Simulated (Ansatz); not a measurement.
## Geometry relaxation of Al7Cu (part 1 of 2)

- system: Al7Cu (Fm-3m, 8 atoms in the cell)
- method: DFT PBE, scalar-relativistic, plane waves, PAW, no spin polarisation (Ansatz 0.2.0)

The structure was made by a generator, so it may or may not be a known phase.

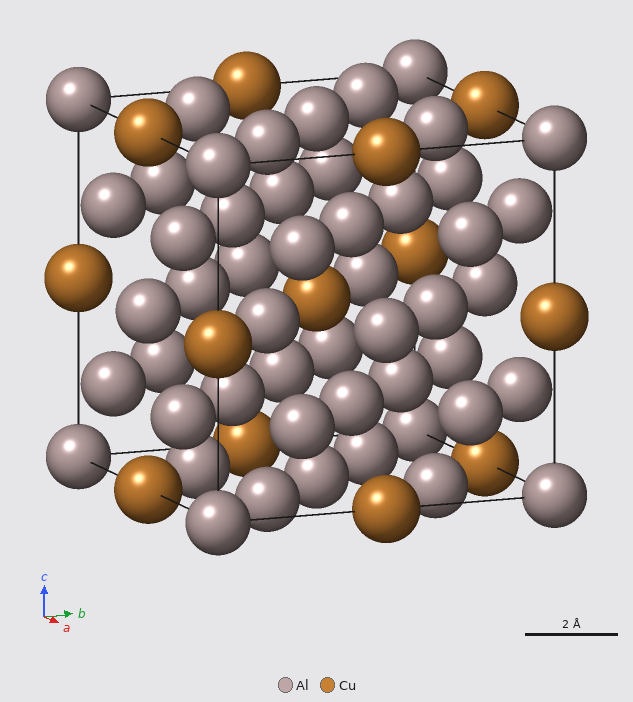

Figure 1. The structure as given in the input (spheres-only view of the cell 4 times as large as that of the calculation, set on its symmetry axes, seen slightly off an axis).

Key numbers

| quantity | value |
| --- | --- |
| outcome | converged |
| space group (tolerance 0.01 Å) | Fm-3m (225) |
| electrons treated | 40 |
| free energy | −10387.8284 eV |
| Fermi energy | 8.887 eV |
| gap on the k-point mesh | none (metallic) |
| pressure | 0.00 GPa |
| final volume | 126.07 Å³ |
| largest force (length of the vector) at the end | under 0.001 eV/Å |
| final cell | a = 5.628 Å, b = 5.628 Å, c = 5.628 Å, α = 60.00°, β = 60.00°, γ = 60.00° |
| hardware | 1 thread of Intel Xeon @ 3.00GHz (Skylake/Cascade Lake), 64 GiB of memory available, shared host |
| wall time | 22 s |
| peak memory | 0.5 GiB |

Input
```yaml
crystal:
  lattice:
    - [0.0, 3.9745712329, 3.9745712329]
    - [3.9745712329, 0.0, 3.9745712329]
    - [3.9745712329, 3.9745712329, 0.0]
  atoms:
    - { symbol: Al, position: [0.5, 0.0, 0.0] }
    - { symbol: Al, position: [0.0, 0.5, 0.5] }
    - { symbol: Al, position: [0.0, 0.5, 0.0] }
    - { symbol: Al, position: [0.5, 0.0, 0.5] }
    - { symbol: Al, position: [0.0, 0.0, 0.5] }
    - { symbol: Al, position: [0.5, 0.5, 0.0] }
    - { symbol: Al, position: [0.0, 0.0, 0.0] }
    - { symbol: Cu, position: [0.5, 0.5, 0.5] }
basis:
  ecutwfc: 420
kpoints:
  mp_grid: { grid: [8, 8, 8] }
hamiltonian:
  xc: pbe
scf:
  occupations: { method: gaussian, width: 0.1 }
output:
  forces: true
  stress: true
  eigenvalues: true
  write_density: true
  write_potential: true
  elf: true
  volumetric_format: npy
relax:
  adjacent_minimum: "off"
  f_tol: 0.01
  max_steps: 80
  cell: { stress_tol: 0.05 }
```

Command:
```bash
ansatz run input.yaml --threads 1 --pin off --max-ram 2048MiB --backend cpu --events-out ev --progress --plain --runs-dir out
```

Log
```
Engine: ansatz 0.2.0, x86_64-unknown-linux-gnu
Pseudopotentials: kind: paw
Pseudopotential: Al, paw, valence charge 3, recommended cutoff 420 eV (normal), Al.paw.azcp
Pseudopotential: Cu, paw, valence charge 19, recommended cutoff 420 eV (normal), Cu.paw.azcp
Functional definition: PBE
  parameter kappa = 0.804
  parameter beta = 0.06672455060314922
  exchange = pbe_x(kappa = kappa, mu = beta*pi^2/3)
  correlation = pbe_c(beta = beta)
Crystal: 8 atoms, lattice volume = 125.574 Å³
Basis set: ecut = 420 eV, 2445 PW (Γ), exchange–correlation on 80×80×80 points (8 copies of the dense FFT grid, shifted against one another)
Bands: 28, of which v1, the nominal top of the filled ones, is band 20 counted from 1 (19 counted from 0)
Symmetry: 48 space group operations
Space group: Fm-3m (ITA 225), of the structure as read, at distance tolerance 5.0e-5 Å
k-points: 29 of 512
Non-local potential: Al, projectors of the file, l = 0: 2, l = 1: 2, l = 2: 1
Non-local potential: Cu, projectors of the file, l = 0: 3, l = 1: 2, l = 2: 3, l = 3: 1
PAW form: soft (Blöchl's): semilocal exchange-correlation on the pseudo side does not see the compensation charge
PAW one-centre angular grid: Al, 110 points (default); XC on 64 Gauss nodes
PAW one-centre angular grid: Cu, 590 points (default); XC on 64 Gauss nodes
Initial density: superposition of atomic densities (neutral atoms: chi_scale 0, normalization atom), corrected by the library's trained network
Initial wavefunctions: pseudopotential atomic-orbital guess
Functional: x = pbe(κ = 0.804, μ = 0.2195149727645171), c = pbe(β = 0.06672455060314922)
SCF iter   1: F=—  HF=-10387.827660 eV  |F-HF|=—  |Δ(HF+E_count)|=         —  Δρ=2.21e-3  dr2=9.00e-3  ethr=1.77e-3  ⟨swp⟩=8.3  Hψ=4275  notcnv=0  defer=1
preconditioner: auto → Kerker (q_TF=auto, 2.255 Å⁻¹)  [metal: Δε(μ)=0.014 eV  Ē_g=6.674 eV  σ=0.100 eV  W_gap=0.08  n_scr=26 (ndim 8)  ℏωp=18.7 eV  f_vac=0.000  D(μ)=2.44/eV (n_scr^D=14)]
SCF iter   2: F=—  HF=-10387.828387 eV  |F-HF|=—  |Δ(HF+E_count)|=   7.28e-4  Δρ=1.09e-3  dr2=2.84e-3  ethr=2.25e-5  ⟨swp⟩=1.3  Hψ=1079  notcnv=0  defer=1
SCF iter   3: F=—  HF=-10387.827956 eV  |F-HF|=—  |Δ(HF+E_count)|=   4.31e-4  Δρ=9.14e-4  dr2=1.38e-3  ethr=7.10e-6  ⟨swp⟩=2.5  Hψ=1286  notcnv=0  defer=1
SCF iter   4: F=—  HF=-10387.827723 eV  |F-HF|=—  |Δ(HF+E_count)|=   2.33e-4  Δρ=1.24e-4  dr2=3.30e-5  ethr=3.45e-6  ⟨swp⟩=2.2  Hψ=1076  notcnv=0  defer=1
SCF iter   5: F=—  HF=-10387.827809 eV  |F-HF|=—  |Δ(HF+E_count)|=   8.55e-5  Δρ=3.61e-5  dr2=1.35e-6  ethr=8.24e-8  ⟨swp⟩=2.0  Hψ=1156  notcnv=0  defer=1
SCF iter   6: F=-10387.827808 eV  HF=-10387.827808 eV  |F-HF|=1.30e-8  |Δ(HF+E_count)|=   2.71e-7  Δρ=5.46e-6  dr2=3.65e-8  ethr=2.50e-10  ⟨swp⟩=9.6  Hψ=5196  notcnv=0
SCF 1 converged in 6 iterations: F = -10387.827808 eV  dr2 = 3.65e-8
  greatest PAW one-centre occupation: 1.000 electrons in one spin orbital (limit 2), on the Cu atom at site 7 (counted from 0), in its partial waves of l = 0
relax step   1: F+E_penalty+E_count = -10387.82780843 eV  Δ(F+E_penalty+E_count) = +0.000e0 eV  max|allowed force component| = 1.109e-28 eV/Å  Δτ_max = 0.0000 Å  P = +0.342 GPa  Ω = 125.574 Å³  (6 SCF iters, dr2 threshold 1.00e-7 eV, accepted)
Crystal: 8 atoms, lattice volume = 126.149 Å³
Initial density: handed on by an earlier stage of this run
Initial wavefunctions: those handed on with the density
iter 1 solved again at ethr=5.31e-6 eV; its pass at ethr=3.10e-3 eV (dr2=2.12e-3 eV) is discarded
SCF iter   1: F=—  HF=-10387.828278 eV  |F-HF|=—  |Δ(HF+E_count)|=         —  Δρ=1.38e-3  dr2=2.20e-3  ethr=5.31e-6  ⟨swp⟩=1.0  Hψ=3828  notcnv=0
preconditioner: auto → Kerker (q_TF=auto, 2.253 Å⁻¹)  [metal: Δε(μ)=0.014 eV  Ē_g=6.639 eV  σ=0.100 eV  W_gap=0.08  n_scr=26 (ndim 8)  ℏωp=18.7 eV  f_vac=0.000  D(μ)=2.50/eV (n_scr^D=14)]
SCF iter   2: F=—  HF=-10387.828018 eV  |F-HF|=—  |Δ(HF+E_count)|=   2.60e-4  Δρ=1.97e-4  dr2=1.31e-4  ethr=5.31e-6  ⟨swp⟩=2.1  Hψ=960  notcnv=0
SCF iter   3: F=—  HF=-10387.828058 eV  |F-HF|=—  |Δ(HF+E_count)|=   4.05e-5  Δρ=1.91e-4  dr2=8.38e-5  ethr=3.29e-7  ⟨swp⟩=2.4  Hψ=1230  notcnv=0
SCF iter   4: F=—  HF=-10387.828044 eV  |F-HF|=—  |Δ(HF+E_count)|=   1.39e-5  Δρ=3.78e-5  dr2=2.01e-6  ethr=2.10e-7  ⟨swp⟩=2.3  Hψ=1089  notcnv=0
iter 5 did not close the SCF: its close was put off for the readings that it lacked (scf_convergence_deferred on its scf_iter line)
SCF iter   5: F=-10387.828045 eV  HF=-10387.828045 eV  |F-HF|=4.95e-9  |Δ(HF+E_count)|=   4.68e-7  Δρ=6.39e-6  dr2=7.44e-8  ethr=5.03e-9  ⟨swp⟩=2.2  Hψ=1177  notcnv=0
SCF iter   6: F=-10387.828045 eV  HF=-10387.828045 eV  |F-HF|=1.03e-9  |Δ(HF+E_count)|=   3.89e-8  Δρ=1.23e-6  dr2=2.64e-9  ethr=1.86e-10  ⟨swp⟩=5.0  Hψ=4328  notcnv=0
SCF 2 converged in 6 iterations: F = -10387.828045 eV  dr2 = 2.64e-9
relax step   2: F+E_penalty+E_count = -10387.82804468 eV  Δ(F+E_penalty+E_count) = -2.363e-4 eV  max|allowed force component| = 5.187e-29 eV/Å  Δτ_max = 0.0000 Å  P = -0.057 GPa  Ω = 126.149 Å³  energy of the carried Pulay correction = -2.731e-4 eV  (6 SCF iters, dr2 threshold 2.93e-7 eV, accepted)
Crystal: 8 atoms, lattice volume = 126.067 Å³
iter 1 solved again at ethr=1.04e-7 eV; its pass at ethr=3.10e-3 eV (dr2=4.18e-5 eV) is discarded
SCF iter   1: F=—  HF=-10387.828017 eV  |F-HF|=—  |Δ(HF+E_count)|=         —  Δρ=1.95e-4  dr2=4.37e-5  ethr=1.04e-7  ⟨swp⟩=1.0  Hψ=3816  notcnv=0
preconditioner: auto → Kerker (q_TF=auto, 2.253 Å⁻¹)  [metal: Δε(μ)=0.017 eV  Ē_g=6.631 eV  σ=0.100 eV  W_gap=0.10  n_scr=26 (ndim 8)  ℏωp=18.7 eV  f_vac=0.000  D(μ)=2.50/eV (n_scr^D=14)]
SCF iter   2: F=—  HF=-10387.828107 eV  |F-HF|=—  |Δ(HF+E_count)|=   8.97e-5  Δρ=2.79e-5  dr2=2.60e-6  ethr=1.04e-7  ⟨swp⟩=2.1  Hψ=959  notcnv=0
SCF iter   3: F=—  HF=-10387.828098 eV  |F-HF|=—  |Δ(HF+E_count)|=   8.62e-6  Δρ=2.62e-5  dr2=1.60e-6  ethr=6.49e-9  ⟨swp⟩=2.3  Hψ=1160  notcnv=0
SCF iter   4: F=—  HF=-10387.828098 eV  |F-HF|=—  |Δ(HF+E_count)|=   2.63e-7  Δρ=5.19e-6  dr2=3.76e-8  ethr=4.01e-9  ⟨swp⟩=2.4  Hψ=1121  notcnv=0
iter 5 did not close the SCF: its close was put off for the readings that it lacked (scf_convergence_deferred on its scf_iter line)
SCF iter   5: F=-10387.828098 eV  HF=-10387.828098 eV  |F-HF|=1.46e-10  |Δ(HF+E_count)|=   8.22e-9  Δρ=8.01e-7  dr2=1.45e-9  ethr=9.40e-11  ⟨swp⟩=2.2  Hψ=1203  notcnv=0
SCF iter   6: F=-10387.828098 eV  HF=-10387.828098 eV  |F-HF|=2.00e-11  |Δ(HF+E_count)|=  5.40e-10  Δρ=1.75e-7  dr2=4.82e-11  ethr=3.61e-12  ⟨swp⟩=4.1  Hψ=3798  notcnv=0
SCF 3 converged in 6 iterations: F = -10387.828098 eV  dr2 = 4.82e-11
relax step   3: F+E_penalty+E_count = -10387.82809805 eV  Δ(F+E_penalty+E_count) = -5.337e-5 eV  max|allowed force component| = 5.924e-29 eV/Å  Δτ_max = 0.0000 Å  P = -0.000 GPa  Ω = 126.067 Å³  energy of the carried Pulay correction = -2.343e-4 eV  (6 SCF iters, dr2 threshold 8.00e-9 eV, accepted)
Initial wavefunctions: pseudopotential atomic-orbital guess (no wavefunctions were taken with the density)
iter 1 solved again at ethr=7.82e-7 eV; its pass at ethr=3.10e-3 eV (dr2=3.13e-4 eV) is discarded
SCF iter   1: F=—  HF=-10387.828236 eV  |F-HF|=—  |Δ(HF+E_count)|=         —  Δρ=1.06e-4  dr2=2.95e-7  ethr=7.82e-7  ⟨swp⟩=2.2  Hψ=5681  notcnv=0
eigensolver tolerance schedule: the retry pair's looser diagonalisation over-reported the residual by 1060.13 of it (diagonalisation noise at 0.37 of the residual, at the tolerance the schedule requests for it); recorded, not acted on — ethr = c·dr2/N_el stays at c = 1.0e-1
preconditioner: auto → Kerker (q_TF=auto, 2.253 Å⁻¹)  [metal: Δε(μ)=0.017 eV  Ē_g=6.632 eV  σ=0.100 eV  W_gap=0.10  n_scr=26 (ndim 8)  ℏωp=18.7 eV  f_vac=0.000  D(μ)=2.50/eV (n_scr^D=14)]
SCF iter   2: F=—  HF=-10387.828347 eV  |F-HF|=—  |Δ(HF+E_count)|=   1.11e-4  Δρ=5.36e-5  dr2=7.65e-8  ethr=7.37e-10  ⟨swp⟩=2.1  Hψ=1351  notcnv=0
SCF iter   3: F=—  HF=-10387.828355 eV  |F-HF|=—  |Δ(HF+E_count)|=   7.68e-6  Δρ=1.53e-6  dr2=1.51e-9  ethr=1.91e-10  ⟨swp⟩=1.0  Hψ=812  notcnv=0
SCF iter   4: F=—  HF=-10387.828355 eV  |F-HF|=—  |Δ(HF+E_count)|=  6.89e-10  Δρ=3.35e-7  dr2=1.28e-10  ethr=3.78e-12  ⟨swp⟩=2.5  Hψ=1379  notcnv=0
iter 5 did not close the SCF: its close was put off for the readings that it lacked (scf_convergence_deferred on its scf_iter line)
SCF iter   5: F=-10387.828355 eV  HF=-10387.828355 eV  |F-HF|=1.27e-11  |Δ(HF+E_count)|=  1.46e-11  Δρ=1.10e-7  dr2=2.30e-11  ethr=1.00e-12  ⟨swp⟩=1.0  Hψ=812  notcnv=0
SCF iter   6: F=-10387.828355 eV  HF=-10387.828355 eV  |F-HF|=5.46e-12  |Δ(HF+E_count)|=  5.46e-12  Δρ=2.45e-8  dr2=6.27e-13  ethr=1.00e-12  ⟨swp⟩=4.4  Hψ=3104  notcnv=0
SCF 4 converged in 6 iterations: F = -10387.828355 eV  dr2 = 6.27e-13
relax step   4: F+E_penalty+E_count = -10387.82835452 eV  Δ(F+E_penalty+E_count) = -2.565e-4 eV  max|allowed force component| = 1.029e-28 eV/Å  Δτ_max = 0.0000 Å  P = +0.003 GPa  Ω = 126.067 Å³  stress off target by 2.81e-3 GPa  SCF on the basis re-selected at this cell (its energy is not comparable with the rows above)  (6 SCF iters)
```

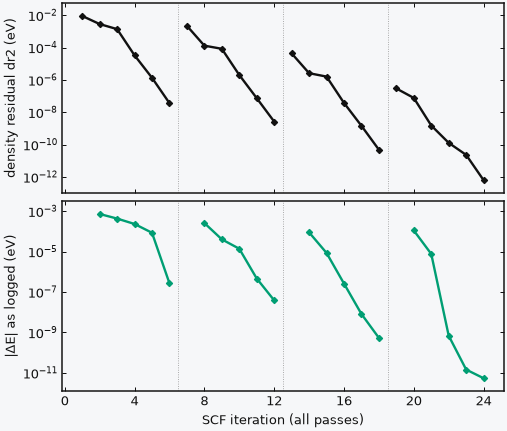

Figure 2. Convergence of the self-consistent field: density residual dr2 and size of the energy change against the SCF iteration. The dotted lines part the SCF passes of the relaxation: geometry steps, rejected trials and re-solves on a re-selected basis. The passes take 6, 6, 6 and 6 iterations.

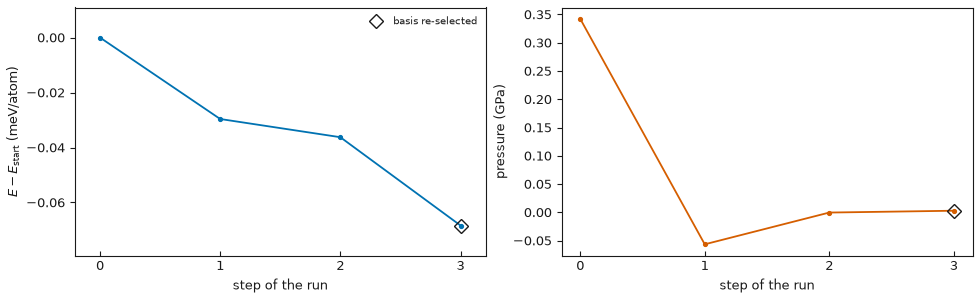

Figure 3. Progress of the relaxation, step by step (the first geometry is step 0 here and step 1 in the log). After 2 geometry steps the energy has fallen by next to nothing (0.0 meV per atom). All forces vanish by symmetry, so only the cell relaxes. The pressure goes from 0.34 to 0.00 GPa. The atoms keep their places relative to the cell (all moves are under 0.005 Å). The volume changes by +0.4 %, with a = b = c 7.949 → 7.960 Å (+0.1 %). The space group stays Fm-3m (No. 225). A last SCF at the same geometry on a re-selected plane-wave basis shifts the energy by next to nothing (0.0 meV per atom).
